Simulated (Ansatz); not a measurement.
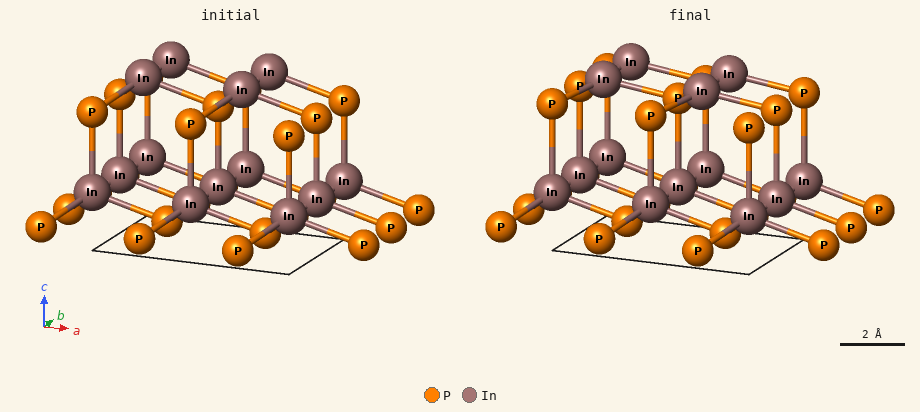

The structure of a slab of composition InP (cut from the F-43m phase) before (left) and after (right) a constrained relaxation, at one scale.

A ball-and-stick model of the cell of the calculation, outlined in the plane, without the vacuum (origin shifted), seen from a free direction.

Case: clean slab, lower planes held. The slab is the (1 1 1) face of InP. 8 atoms are held fixed.

Level of theory: DFT PBE+D3(BJ), scalar-relativistic, plane waves, PAW (Ansatz 0.2.0).

Input
```yaml
crystal:
  lattice:
    - [8.3347933365, 0.0, 0.0]
    - [-4.1673966682, 7.2181427647, 0.0]
    - [0.0, 0.0, 20.2533314137]
  atoms:
    - { symbol: P, position: [0.5, 0.0, 0.3949967458] }
    - { symbol: P, position: [0.5, 0.5, 0.3949967458] }
    - { symbol: P, position: [0.0, 0.0, 0.3949967458] }
    - { symbol: P, position: [0.0, 0.5, 0.3949967458] }
    - { symbol: In, position: [0.1666666667, 0.8333333333, 0.4369980475] }
    - { symbol: In, position: [0.1666666667, 0.3333333333, 0.4369980475] }
    - { symbol: In, position: [0.6666666667, 0.8333333333, 0.4369980475] }
    - { symbol: In, position: [0.6666666667, 0.3333333333, 0.4369980475] }
    - { symbol: P, position: [0.6666666667, 0.8333333333, 0.5630019525] }
    - { symbol: P, position: [0.6666666667, 0.3333333333, 0.5630019525] }
    - { symbol: P, position: [0.1666666667, 0.8333333333, 0.5630019525] }
    - { symbol: P, position: [0.1666666667, 0.3333333333, 0.5630019525] }
    - { symbol: In, position: [0.3333333333, 0.6666666667, 0.6050032542] }
    - { symbol: In, position: [0.3333333333, 0.1666666667, 0.6050032542] }
    - { symbol: In, position: [0.8333333333, 0.6666666667, 0.6050032542] }
    - { symbol: In, position: [0.8333333333, 0.1666666667, 0.6050032542] }
basis:
  ecutwfc: 420
kpoints:
  mp_grid: { grid: [2, 2, 1] }
hamiltonian:
  xc: pbe
  dispersion: d3bj
scf:
  occupations: { method: gaussian, width: 0.05 }
output:
  forces: true
  eigenvalues: true
  write_density: true
  write_potential: true
  elf: true
  volumetric_format: npy
relax:
  adjacent_minimum: "off"
  f_tol: 0.03
  max_steps: 70
  constraints: [{ sites: [0, 1, 2, 3, 4, 5, 6, 7] }]
efield:
  axis: 3
  dipole_correction: true
  ramp_width: 0.04
```

Run as
```bash
ansatz run input.yaml --threads 4 --pin off --max-ram 10240MiB --backend cpu --events-out ev --progress --plain --runs-dir out
```

> Summarise the run.

The energy falls by 0.435 eV per cell of the calculation in 3 geometry steps. Largest force component: 1.1 eV/Å at the start, 0.019 eV/Å at the end. The largest moves, 0.26 Å, are those of P9, P10, P11 and P12. P10 goes along the normal (+c). By element the largest moves are P 0.26 Å, In 0.06 Å. The lattice vectors keep their values. Near-neighbour distances that change, for instance: In5–P11 2.552 → 2.809 Å, P10–In14 2.552 → 2.465 Å. Bond angles that change, for instance: In8–P10–In14 109.5° → 102.5°, In14–P10–In15 109.5° → 115.4°, P9–In13–P11 109.5° → 115.4°. Cost: 21 s on 4 threads of Arm Neoverse V2, on a shared host, peak memory 1.6 GiB.

Limits of the set-up: the k-point mesh is coarse for a cell with partly filled bands.
